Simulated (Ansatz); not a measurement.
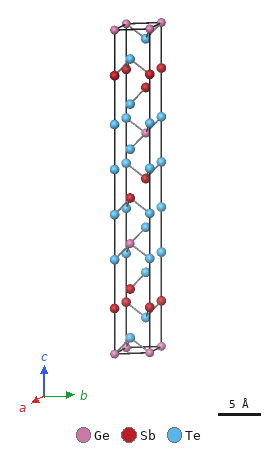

A crystal of GeSb₂Te₄ (built on the database_166 type), before the relaxation. Style: ball-and-stick. Shown: the conventional cell (3 times the calculation's cell), slightly off an axis. Lengths and directions refer to the drawn axes.

Case: structure listed in a database for this formula (R-3m, No. 166).

Theory: DFT PBE, scalar-relativistic, plane waves, PAW (Ansatz 0.2.0).

Input
```yaml
crystal:
  lattice:
    - [2.1592890373, 1.246666107, 13.2280394098]
    - [-2.1592890373, 1.246666107, 13.2280394098]
    - [0.0, -2.4933322139, 13.2280394098]
  atoms:
    - { symbol: Ge, position: [0.0, 0.0, 0.0] }
    - { symbol: Sb, position: [0.140589, 0.140589, 0.140589] }
    - { symbol: Sb, position: [0.859411, 0.859411, 0.859411] }
    - { symbol: Te, position: [0.430317, 0.430317, 0.430317] }
    - { symbol: Te, position: [0.569683, 0.569683, 0.569683] }
    - { symbol: Te, position: [0.291028, 0.291028, 0.291028] }
    - { symbol: Te, position: [0.708972, 0.708972, 0.708972] }
basis:
  ecutwfc: 420
kpoints:
  mp_grid: { grid: [12, 12, 12] }
hamiltonian:
  xc: pbe
scf:
  occupations: { method: gaussian, width: 0.1 }
output:
  forces: true
  stress: true
  eigenvalues: true
  write_density: true
  write_potential: true
  elf: true
  volumetric_format: npy
relax:
  adjacent_minimum: "off"
  f_tol: 0.01
  max_steps: 80
  cell: { stress_tol: 0.05 }
```

Launched with:
```bash
ansatz run input.yaml --threads 4 --pin off --max-ram 10240MiB --backend cpu --events-out ev --progress --plain --runs-dir out
```

> Predict the outcome.

The largest moves relative to the cell, 0.031 Å, are those of Te6 and Te7. Te7 goes along −c. By element the largest moves are Te 0.031 Å, Sb 0.007 Å. Ge stays in place. The volume changes by −0.2 %, with a = b 4.319 → 4.326 Å (+0.2 %), c 39.684 → 39.466 Å (−0.6 %). Some distances before and after: Ge1–Te6 3.006 → 2.987 Å, Sb2–Te4 3.035 → 3.043 Å. The space group stays R-3m (No. 166). After 2 accepted moves (3 points after the start) the energy has fallen by 0.8 meV per atom. Largest force component: 0.13 eV/Å at the start, 0.0098 eV/Å at the end. The pressure goes from −0.05 to 0.01 GPa. The SCF was repeated once at an unchanged geometry on a basis and grid sized afresh for the cell, which shifted the energy by less than 0.05 meV per atom at most. Cost: 3.2 min on 4 threads of AMD EPYC 7R43 64-Core Processor (Zen 3) (shared host), peak memory 2 GiB.

Step by step:

| step | E − E(0), meV/atom | largest force component, eV/Å | pressure, GPa | volume, Å³/atom | note |
| --- | --- | --- | --- | --- | --- |
| 0 | 0.00 | 0.1335 | -0.05 | 30.522 |  |
| 1 | -0.42 | 0.0924 | -0.11 | 30.516 |  |
| 2 | -0.82 | 0.0098 | 0.01 | 30.455 |  |
| 3 | -0.81 | 0.0098 | 0.01 | 30.455 | same geometry, new basis |
